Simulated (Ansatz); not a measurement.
System: HfO2.

```
CELL_PARAMETERS angstrom
5.10971 0.00000 0.00000
0.00000 10.09155 0.00000
0.00000 0.00000 5.26711
ATOMIC_POSITIONS crystal
Hf 0.74613 0.88435 0.96438
Hf 0.24613 0.61565 0.03562
Hf 0.25387 0.38435 0.53562
Hf 0.75387 0.11565 0.46438
Hf 0.25387 0.11565 0.03562
Hf 0.75387 0.38435 0.96438
Hf 0.74613 0.61565 0.46438
Hf 0.24613 0.88435 0.53562
O 0.87559 0.78904 0.62702
O 0.37559 0.71096 0.37298
O 0.12441 0.28904 0.87298
O 0.62441 0.21096 0.12702
O 0.12441 0.21096 0.37298
O 0.62441 0.28904 0.62702
O 0.87559 0.71096 0.12702
O 0.37559 0.78904 0.87298
O 0.50249 0.97753 0.26155
O 0.00249 0.52247 0.73845
O 0.49751 0.47753 0.23845
O 0.99751 0.02247 0.76155
O 0.49751 0.02247 0.73845
O 0.99751 0.47753 0.26155
O 0.50249 0.52247 0.76155
O 0.00249 0.97753 0.23845
```

Space group Pbca.

All numbers below come from Ansatz 0.2.0, DFT PBE, scalar-relativistic, plane waves, PAW.

Predict the valence pseudo-density and electron localisation function between the atoms.

Answer. Hf–O (2.06 Å): the density is about 0.83 e/Å³ at the midpoint; the ELF peaks at about 0.85 in the valence shell of O, 0.6 Å from its nucleus, and drops to about 0.20 between the two atoms; no localised pair shows between them.
Hf–O (2.18 Å): ρ is about 0.61 e/Å³ halfway; the ELF peaks at about 0.85 in the valence shell of O, 0.6 Å from its nucleus, and drops to about 0.20 between the two atoms: no shared electron pair shows on this line.
Hf–O (2.21 Å): ρ is about 0.55 e/Å³ halfway; the ELF peaks at about 0.85 in the valence shell of O, 0.6 Å from its nucleus, and drops to about 0.15 between the two atoms: no localised pair shows between them.

Does the calculation make it a metal, or give it a gap?

Answer. It is gapped, with a Kohn–Sham gap of 4.3 eV on the k-point mesh (the band edges may lie off the mesh, which would make the gap smaller).

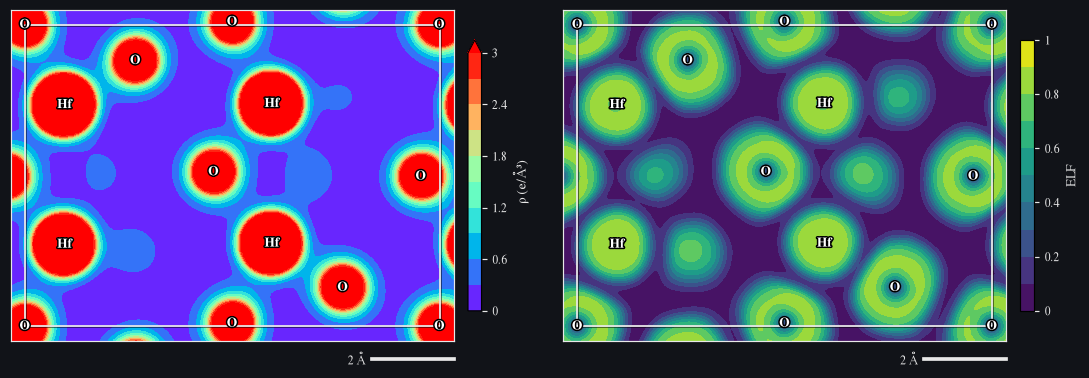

Computed valence pseudo-density and electron localisation function on the (101̄) plane of the conventional cell, in this order. Atoms just off the plane (O, 0.9 Å away) can leave unmarked features too.

Core electrons are frozen (PAW), and the valence fields are smoothed inside the atomic spheres.
